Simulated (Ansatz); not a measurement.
**What a change does: single-point calculation on TiS2**

System: TiS2 (P-3m1, 3 atoms in the cell).
Method of the first run: DFT, PBE, plane waves, PAW, spin-orbit coupling (Ansatz 0.2.0).

The structure was built on a prototype by a generator; it need not be a known phase. Text and figures count atoms from 1; the logs count them from 0 in places.

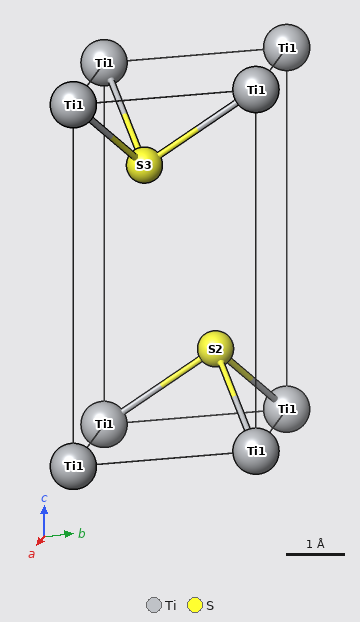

The structure (ball-and-stick view of the cell of the calculation, seen at an oblique angle; atoms are numbered from 1 in the order of the input). An atom can appear more than once, as a periodic image. Near neighbours in the periodic cell (some may lie outside the picture): Ti has 6 S at 2.43 Å; S has 3 Ti at 2.43 Å.

Input file, the first run:
```yaml
crystal:
  lattice:
    - [3.412968738737, -2.886750455762e-11, 0.0]
    - [-1.706484369343, 2.955717630083, 0.0]
    - [0.0, 0.0, 6.4679174893]
  atoms:
    - { symbol: Ti, position: [0.0, 0.0, 0.0] }
    - { symbol: S, position: [0.3333333333333, 0.6666666666667, 0.2196364634] }
    - { symbol: S, position: [0.6666666666667, 0.3333333333333, 0.7803635366] }
basis:
  ecutwfc: 420
  ecutrho_ratio: 4
kpoints:
  mp_grid: { grid: [12, 12, 6] }
hamiltonian:
  xc: pbe
scf:
  occupations: { method: tetrahedron_uncorrected }
output:
  forces: true
  stress: true
magnetization:
  noncollinear: true
  spin_orbit: true
```

Launched with:
```bash
ansatz run input.yaml --threads 4 --pin off --max-ram 7168MiB --backend cpu --events-out ev --progress --plain --runs-dir out
```

Hardware: 4 threads of Arm Neoverse V2, 24 GiB of memory available, shared host.

Output, shortened to warnings, some set-up lines, iterations and results (the first run):
```
Basis set: ecut = 420 eV, 1305 PW (Γ), exchange–correlation on 48×48×90 points (8 copies of the dense FFT grid, shifted against one another)
Symmetry: 12 space group operations + 12 with time reversal
k-points: 100 of 864
Initial density: superposition of atomic densities (chi_scale 0.1, normalization cell, long waves kept (reshape's long-wave potential 0.13 eV rms))
[...]
SCF iter   1: F=—  HF=-4309.309869 eV  |F-HF|=—  |Δ(HF+E_count)|=         —  Δρ=7.34e-2  dr2=1.16e1  dr2_m=0.00e0 (ungated)  ethr=3.10e-3  |M|=0.00e0 ∫|m|=0.00e0 μB  …
SCF iter   2: F=—  HF=-4308.434362 eV  |F-HF|=—  |Δ(HF+E_count)|=   8.76e-1  Δρ=3.68e-2  dr2=2.36e0  dr2_m=0.00e0 (ungated)  ethr=3.10e-3  |M|=0.00e0 ∫|m|=0.00e0 μB  …
SCF iter   3: F=—  HF=-4307.840866 eV  |F-HF|=—  |Δ(HF+E_count)|=   5.93e-1  Δρ=2.08e-2  dr2=3.29e-1  dr2_m=0.00e0 (ungated)  ethr=3.10e-3  |M|=0.00e0 ∫|m|=0.00e0 μB  …
SCF iter   4: F=—  HF=-4307.782335 eV  |F-HF|=—  |Δ(HF+E_count)|=   5.85e-2  Δρ=1.13e-2  dr2=6.50e-2  dr2_m=0.00e0 (ungated)  ethr=1.37e-3  |M|=0.00e0 ∫|m|=0.00e0 μB  …
SCF iter   5: F=—  HF=-4307.782022 eV  |F-HF|=—  |Δ(HF+E_count)|=   3.13e-4  Δρ=1.92e-3  dr2=1.57e-3  dr2_m=0.00e0 (ungated)  ethr=2.71e-4  |M|=0.00e0 ∫|m|=0.00e0 μB  …
SCF iter   6: F=—  HF=-4307.782350 eV  |F-HF|=—  |Δ(HF+E_count)|=   3.28e-4  Δρ=3.33e-4  dr2=1.02e-4  dr2_m=0.00e0 (ungated)  ethr=6.54e-6  |M|=0.00e0 ∫|m|=0.00e0 μB  …
SCF iter   7: F=—  HF=-4307.782348 eV  |F-HF|=—  |Δ(HF+E_count)|=   2.10e-6  Δρ=5.90e-5  dr2=2.20e-6  dr2_m=0.00e0 (ungated)  ethr=4.24e-7  |M|=0.00e0 ∫|m|=0.00e0 μB  …
SCF iter   8: F=—  HF=-4307.782347 eV  |F-HF|=—  |Δ(HF+E_count)|=   3.33e-7  Δρ=9.79e-6  dr2=7.84e-8  dr2_m=0.00e0 (ungated)  ethr=4.17e-10  |M|=0.00e0 ∫|m|=0.00e0 μB  …
SCF iter   9: F=-4307.782347 eV  HF=-4307.782347 eV  |F-HF|=1.40e-8  |Δ(HF+E_count)|=   9.61e-9  Δρ=3.87e-6  dr2=1.59e-8  dr2_m=0.00e0 (ungated)  ethr=3.27e-10  |M|=0.00e0 …
SCF 1 converged in 9 iterations: F = -4307.782347 eV  dr2 = 1.59e-8
SCF converged after 9 iterations
Magnetization: |M| = 0.0000 μB,  M = (+0.0000, +0.0000, +0.0000) μB
Absolute magnetization: 0.0000 μB (∫|m|)
  site 0: m = (+0.0000, +0.0000, +0.0000) μB, |m| = 0.0000 μB  (R = 1.00 Å)
  site 1: m = (+0.0000, +0.0000, +0.0000) μB, |m| = 0.0000 μB  (R = 1.00 Å)
  site 2: m = (+0.0000, +0.0000, +0.0000) μB, |m| = 0.0000 μB  (R = 1.00 Å)
Free energy (F): -4307.782347 eV
Harris-Foulkes:  -4307.782347 eV  (|F-HF|=1.40e-8)
Internal energy: -4307.782347 eV  (E = F + TS)
E sigma→0 (E₀):  -4307.782347 eV
Fermi energy:    6.183743 eV
--- Per-component energies (eV) ---
  E_band       = -254.077824
  E_kinetic    = 484.698909
  E_local      = -1980.472284  (includes V_loc(G=0)·N_el)
  E_nonlocal   = 62.594085
  E_hartree    = 827.456721
  E_xc         = -292.190356
  E_vxc        = -297.422964  (∫ρ·V_xc dr)
  E_paw        = -2246.812852  (= ΣΔE_a)
  E_vpaw       = -178.394759  (= ΣTr[D̂ρ^β])
  E_aug_tail   = 0.000135  (compensation charges beyond the density's cutoff)
  E_ewald      = -1163.056706
  E_smearing   = 0.000000  (= −TS)
  E_closure    = 0.000000  (closes the sum)
  Σ components = -4307.782347   (vs F -4307.782347, Δ=0.00e0)
--- Forces (eV/Å), atoms counted from 1 ---
  atom   1  Ti     0.00000000     0.00000000     0.00000000
  atom   2  S     -0.00000000     0.00000000    -0.02431255
  atom   3  S      0.00000000    -0.00000000     0.02431255
  max |Σ_I F_I| component: 4.63e-18 eV/Å
--- Stress (GPa, compression-positive) ---
        0.189541      -0.000000       0.000000
       -0.000000       0.189541      -0.000000
        0.000000      -0.000000      -0.109214
  P = ⅓ Tr σ = 0.0900 GPa (0.900 kbar)
```

The input of the second run differs as follows (lines with − go, lines with + come):
```diff
-  occupations: { method: tetrahedron_uncorrected }
+  occupations: { method: fixed }
+  max_iter: 50
```

How does the second run compare with the first run?

The energy doesn't change within 0.01 meV per atom. The SCF takes 10 iterations against 9. On the same kind of shared host the second run took about 1.6 times as long.

Output, shortened to warnings, some set-up lines, iterations and results (the second run):
```
Basis set: ecut = 420 eV, 1305 PW (Γ), exchange–correlation on 48×48×90 points (8 copies of the dense FFT grid, shifted against one another)
Symmetry: 12 space group operations + 12 with time reversal
k-points: 100 of 864
Initial density: superposition of atomic densities (chi_scale 0.1, normalization cell, long waves kept (reshape's long-wave potential 0.13 eV rms))
[...]
SCF iter   1: F=—  HF=-4309.308792 eV  |F-HF|=—  |Δ(HF+E_count)|=         —  Δρ=7.27e-2  dr2=1.13e1  dr2_m=0.00e0 (ungated)  ethr=3.10e-3  |M|=0.00e0 ∫|m|=0.00e0 μB  …
SCF iter   2: F=—  HF=-4309.836304 eV  |F-HF|=—  |Δ(HF+E_count)|=   5.28e-1  Δρ=9.25e-2  dr2=1.15e1  dr2_m=0.00e0 (ungated)  ethr=3.10e-3  |M|=0.00e0 ∫|m|=0.00e0 μB  …
SCF iter   3: F=—  HF=-4307.885438 eV  |F-HF|=—  |Δ(HF+E_count)|=    1.95e0  Δρ=3.14e-2  dr2=7.15e-1  dr2_m=0.00e0 (ungated)  ethr=3.10e-3  |M|=0.00e0 ∫|m|=0.00e0 μB  …
SCF iter   4: F=—  HF=-4308.262040 eV  |F-HF|=—  |Δ(HF+E_count)|=   3.77e-1  Δρ=6.26e-2  dr2=4.84e0  dr2_m=0.00e0 (ungated)  ethr=2.98e-3  |M|=0.00e0 ∫|m|=0.00e0 μB  …
SCF iter   5: F=—  HF=-4307.781251 eV  |F-HF|=—  |Δ(HF+E_count)|=   4.81e-1  Δρ=5.32e-3  dr2=1.13e-2  dr2_m=0.00e0 (ungated)  ethr=2.98e-3  |M|=0.00e0 ∫|m|=0.00e0 μB  …
SCF iter   6: F=—  HF=-4307.784489 eV  |F-HF|=—  |Δ(HF+E_count)|=   3.24e-3  Δρ=3.91e-3  dr2=1.69e-2  dr2_m=0.00e0 (ungated)  ethr=4.72e-5  |M|=0.00e0 ∫|m|=0.00e0 μB  …
SCF iter   7: F=—  HF=-4307.782381 eV  |F-HF|=—  |Δ(HF+E_count)|=   2.11e-3  Δρ=5.62e-4  dr2=3.40e-4  dr2_m=0.00e0 (ungated)  ethr=4.72e-5  |M|=0.00e0 ∫|m|=0.00e0 μB  …
SCF iter   8: F=—  HF=-4307.782354 eV  |F-HF|=—  |Δ(HF+E_count)|=   2.71e-5  Δρ=2.60e-4  dr2=7.02e-5  dr2_m=0.00e0 (ungated)  ethr=1.42e-6  |M|=0.00e0 ∫|m|=0.00e0 μB  …
SCF iter   9: F=—  HF=-4307.782345 eV  |F-HF|=—  |Δ(HF+E_count)|=   9.47e-6  Δρ=1.23e-4  dr2=1.69e-5  dr2_m=0.00e0 (ungated)  ethr=2.93e-7  |M|=0.00e0 ∫|m|=0.00e0 μB  …
SCF iter  10: F=-4307.782343 eV  HF=-4307.782343 eV  |F-HF|=3.97e-8  |Δ(HF+E_count)|=   2.18e-6  Δρ=6.56e-6  dr2=4.48e-8  dr2_m=0.00e0 (ungated)  ethr=4.17e-10  |M|=0.00e0 …
SCF 1 converged in 10 iterations: F = -4307.782343 eV  dr2 = 4.48e-8
SCF converged after 10 iterations
Magnetization: |M| = 0.0000 μB,  M = (+0.0000, +0.0000, +0.0000) μB
Absolute magnetization: 0.0000 μB (∫|m|)
  site 0: m = (+0.0000, +0.0000, +0.0000) μB, |m| = 0.0000 μB  (R = 1.00 Å)
  site 1: m = (+0.0000, +0.0000, +0.0000) μB, |m| = 0.0000 μB  (R = 1.00 Å)
  site 2: m = (+0.0000, +0.0000, +0.0000) μB, |m| = 0.0000 μB  (R = 1.00 Å)
Free energy (F): -4307.782343 eV
Harris-Foulkes:  -4307.782343 eV  (|F-HF|=3.97e-8)
Internal energy: -4307.782343 eV  (E = F + TS)
E sigma→0 (E₀):  -4307.782343 eV
Fermi energy:    6.231891 eV
--- Per-component energies (eV) ---
  E_band       = -254.081080
  E_kinetic    = 484.699885
  E_local      = -1980.485358  (includes V_loc(G=0)·N_el)
  E_nonlocal   = 62.595341
  E_hartree    = 827.468399
  E_xc         = -292.189978
  E_vxc        = -297.422499  (∫ρ·V_xc dr)
  E_paw        = -2246.814062  (= ΣΔE_a)
  E_vpaw       = -178.395513  (= ΣTr[D̂ρ^β])
  E_aug_tail   = 0.000135  (compensation charges beyond the density's cutoff)
  E_ewald      = -1163.056706
  E_smearing   = -0.000000  (= −TS)
  E_closure    = 0.000000  (closes the sum)
  Σ components = -4307.782343   (vs F -4307.782343, Δ=0.00e0)
--- Forces (eV/Å), atoms counted from 1 ---
  atom   1  Ti    -0.00000000    -0.00000000     0.00000000
  atom   2  S     -0.00000000     0.00000000    -0.02469527
  atom   3  S      0.00000000    -0.00000000     0.02469527
  max |Σ_I F_I| component: 3.47e-18 eV/Å
--- Stress (GPa, compression-positive) ---
        0.191364      -0.000000       0.000000
       -0.000000       0.191364      -0.000000
        0.000000      -0.000000      -0.111324
  P = ⅓ Tr σ = 0.0905 GPa (0.905 kbar)
```

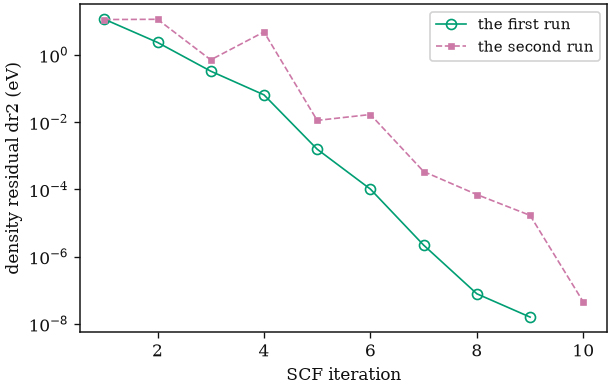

Convergence of the two runs: density residual dr2 against the SCF iteration. The first run takes 9 iterations in all, and the second run takes 10.

The two runs side by side:

```csv
quantity,the first run,the second run
outcome,converged,converged
free energy per atom (eV),−1435.9274,−1435.9274
net moment of the cell (μB),0.00,0.00
absolute moment of the cell (μB),0.00,0.00
pressure (GPa),0.09,0.09
largest force (eV/Å),0.024,0.025
SCF iterations,9,10
irreducible k-points,100,100
plane waves at Γ,1305,1305
wall time (shared host),9 s,14 s
```

For the second run: This input holds a deliberate fault: fixed occupations whatever the gap (`scf.occupations`). It did no harm here: the run converged to the energy of the sound run within 1 meV per atom. Warnings: filled and empty bands overlap.
